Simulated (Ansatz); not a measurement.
## Electronic structure of LiCl in real space

```
Li Cl
1.0
     3.57495    0.00000    0.00000
    -1.78747    3.09600    0.00000
     0.00000    0.00000    6.02408
Li Cl
2 2
Direct
  0.00000 0.00000 0.00000
  0.00000 0.00000 0.50000
  0.33333 0.66667 0.25000
  0.66667 0.33333 0.75000
```

Space group P6₃/mmc; started from the NiAs prototype, which need not be the ambient phase.

Theory: DFT, r2SCAN, plane waves, PAW (Ansatz).

In a PAW calculation such maps are meaningful between the atoms, not at the nuclei.

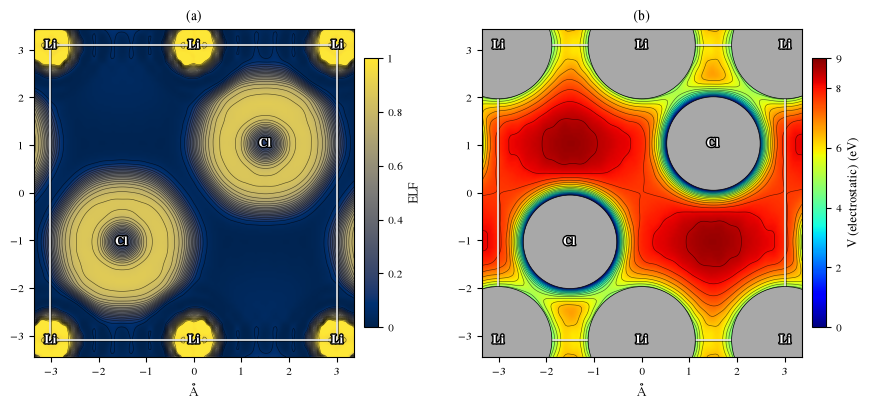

Figure 1. (a) ELF; (b) electrostatic potential (local pseudopotential plus Hartree) felt by an electron on the (110) plane of the conventional cell. Grey discs cover the atomic cores in the potential map.

> What do the fields say about this system?

The section cuts through Li and Cl sites. Li–Cl (2.56 Å): the ELF peaks at about 0.90 in the valence shell of Cl, 0.8 Å from its nucleus, and falls to about 0 next to Li: a closed-shell, largely ionic contact. The features right at Li lie inside the PAW spheres, where the map follows smoothed inner orbitals and isn't to be read closely. Outside the cores the potential energy rises away from the atoms and is highest about 2.1 Å from the nearest atoms; its zero is arbitrary.

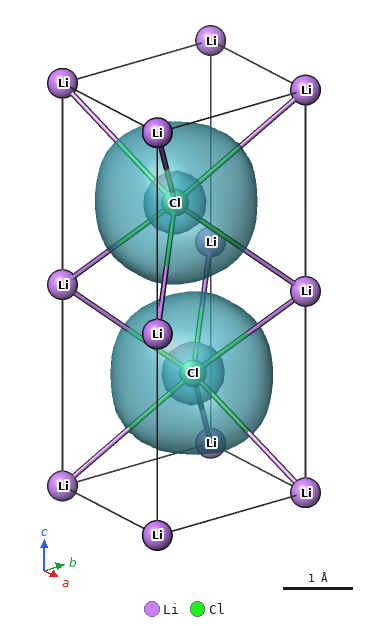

Figure 2. Isosurface of the ELF at 0.75 (cyan), seen slightly off an axis. Only the valence region is drawn (cores and ρ < 0.01 e/Å³ removed). Sticks mark near contacts.

> Describe the localisation domains.

The ELF exceeds this value in two regions wrapped around Cl (the valence shell of each), counted in one cell of 4 atoms. Regions shared between cells count once.

> Does the calculation make it a metal, or give it a gap?

It is gapped, with a Kohn–Sham gap of 7.2 eV on the k-point mesh (the band edges may lie off the mesh, which would make the gap smaller).
